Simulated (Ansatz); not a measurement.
# Be2H3I (built on the sites of a database entry of Sr2H3I): following an unstable mode, part 4 of 4

Which phase does Be2H3I (built on the sites of a database entry of Sr2H3I) fall into along its unstable mode, and how much energy does it gain?

Ansatz 0.2.0; DFT PBEsol, scalar-relativistic, plane waves, PAW.

So far. Step 5 (Energy along the mode, all amplitudes (two of the runs …): The lowest of the steps tried is the last one, at 0.6 Å, 155 meV/atom below the parent; the bottom of the well need not coincide with a step. Step 7 (The new phase in its own primitive cell): The largest force component left is 0.84 meV/Å and the pressure is 0.001 GPa, within the tolerances set. The cell now holds 12.68 Å³/atom.

The structure was built from a prototype and need not be the compound's stable phase.

**8. Modes of the new phase, k-mesh 6×6×4, occupations fixed (continued)**

Optical modes at the zone centre, without and with the macroscopic field of the longitudinal modes; each column is sorted by frequency, so a row need not hold one and the same mode. Modes with and without the field, by row:

```
rank among optical modes  no field (cm⁻¹)  q along (1, 0, 0) (cm⁻¹)  q along (0, 1, 0) (cm⁻¹)  q along (0, 0, 1) (cm⁻¹)
                       1            111.6                     113.5                     111.6                     111.7
                       2            207.5                     207.5                     208.5                     207.5
                       3            332.7                     335.3                     332.7                     362.5
                       4            434.4                     434.7                     434.4                     441.1
                       5            441.1                     441.1                     444.7                     453.4
                       6            458.9                     458.9                     459.1                     458.9
                       7            505.3                     505.3                     524.6                     505.3
                       8            538.7                     547.2                     538.7                     591.2
                       9            670.9                     691.5                     670.9                     702.9
                      10             1088                      1088                      1095                      1088
                      11             1232                      1243                      1232                      1254
                      12             1282                      1282                      1298                      1282
                      13             1870                      1892                      1870                      1872
                      14             1902                      1912                      1902                      1912
                      15             1912                      1945                      1972                      1923
```

Born charge (rows field, columns displacement) (e), principal values of the symmetric part by kind of site:

```
atom  atoms with these values    low  middle   high   mean
 Be1                        2   1.09    1.12   2.04   1.42
  H3                        2  -1.08   -0.55  -0.39  -0.67
  H5                        1  -1.04   -0.51  -0.42  -0.66
  I6                        1  -1.78   -0.49  -0.22  -0.83
```

In full for H5:

```
-0.93  0.00  0.17
 0.00 -0.42  0.00
 0.26  0.00 -0.62
```

High-frequency dielectric tensor:

```
3.93 0.00 0.21
0.00 4.17 0.00
0.21 0.00 5.23
```

Static dielectric tensor (ions relaxed, fixed cell):

```
4.94 0.00 1.16
0.00 5.10 0.00
1.16 0.00 9.50
```

Transverse modes. Infrared lines, with heights relative to the strongest:

```
position (cm⁻¹)  label  relative intensity
            112      B                 0.2
            208      A                 0.2
            333      B                  23
            434      B                  14
            441      A                 2.1
            459      A                 0.1
            505      A                 9.3
            539      B                  38
            671      B                  27
           1088      A                 7.9
           1232      B                  40
           1282      A                  19
           1870      B                  88
           1902      B                  59
           1912      A                 100
```

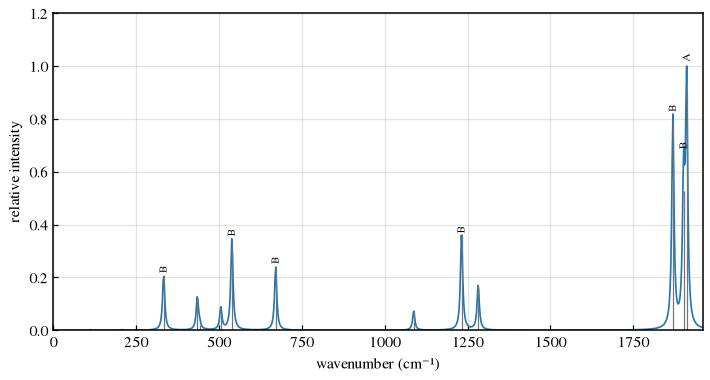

The infrared spectrum, broadened with Lorentzians of width 8 cm⁻¹; bars mark the lines.

Activity x (w_L - w)^4 (n + 1)/w, 532 nm, 300 K; modes without the macroscopic field alone. Raman lines, with heights relative to the strongest:

```
position (cm⁻¹)  label  relative intensity
            112      B                 3.1
            208      A                  12
            333      B                  18
            434      B                 0.7
            441      A                 100
            459      A                 3.5
            505      A                 5.9
            539      B                 2.0
            671      B                 2.1
           1088      A                  72
           1232      B                  12
           1282      A                 6.2
           1870      B                 4.8
           1902      B                 6.2
           1912      A                 7.1
```

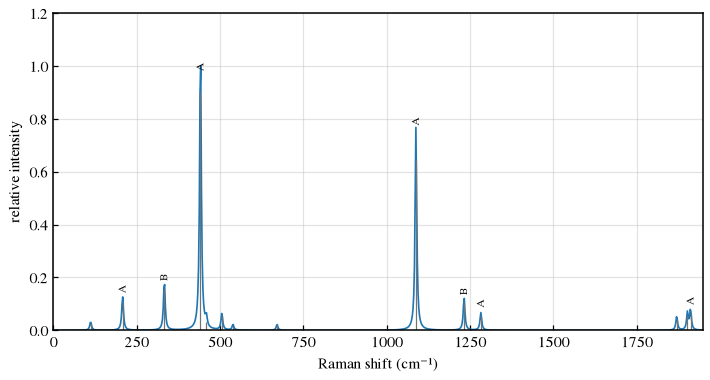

The Raman spectrum, broadened with Lorentzians of width 6 cm⁻¹; bars mark the lines.

Before it was imposed, the acoustic sum rule was missed by 1.3e-4 eV/Å² and the charge sum rule by 2.7e-4 e. Small misses are needed for a sound result but don't prove that mesh and cutoff are converged. The lowest optical mode is real, 112 cm⁻¹.

The log warns of the k mesh: “the force constants stand on the 6×6×4 k-mesh, whose period is 13.12 times the interband length at k = (0.0000, 0.0000, -0.5000), direct gap 3.516 eV, under 14: take them and everything formed from them as unconverged”.

**9. Results**

```
unstable mode of the parent                                                      : q = (0, 0, 0), 1040i cm⁻¹
depth at the lowest point sampled                                                : 155 meV/atom
largest atomic shift at that point                                               : 0.6 Å
space group reached (within 0.01 Å)                                              : C2
energy gained over the parent (first relaxation, on the mesh of the frozen mode) : 636 meV/atom
volume per atom, phase reached                                                   : 12.7 Å³
gap on the k-mesh, phase reached                                                 : 3.34 eV
lowest optical zone-centre mode, phase reached                                   : 112 cm⁻¹
highest optical mode at the zone centre (no LO-TO term), phase reached           : 1912 cm⁻¹
```

**Reading.** Along this mode the structure falls into C2, 636 meV/atom below the parent. At the parent's cell the well is 155.2 meV/atom deep on the steps tried, with its lowest point at a shift of 0.6 Å. That is the last step tried, so the steps alone don't bracket the bottom of the well. Relaxing atoms and cell changes the gain by +480.60 meV/atom against the lowest step (energies at zero smearing). Most of the total comes from this relaxation. The new phase has no imaginary mode at the zone centre of its cell; other wavevectors were not checked. Of the 3 patterns followed to their end from this parent, this one reaches the lowest energy. Each path keeps the symmetry of its pattern, so a lower phase may lie along a pattern not tried. With the field response the log warns that the k mesh is coarse for the force constants too, so the frequencies may not be converged. With no gap, or one that is small against the smearing, the frequencies hang on the k mesh and the smearing, most of all near Kohn anomalies. Spin-orbit coupling is left out, which can matter for the heavy elements here. The starting cell was built on a prototype and not taken from a measurement, so the phase need not exist.

[Logs are printed without paths, hosts, clocks, repeated set-up lines and the standing remarks that a program may print on its own settings, such as how far it seeks lower states.]

[Hosts, paths, dates, database ids (printed as entryN), source tags and the programs' standing remarks are cut or masked in the printed files.]
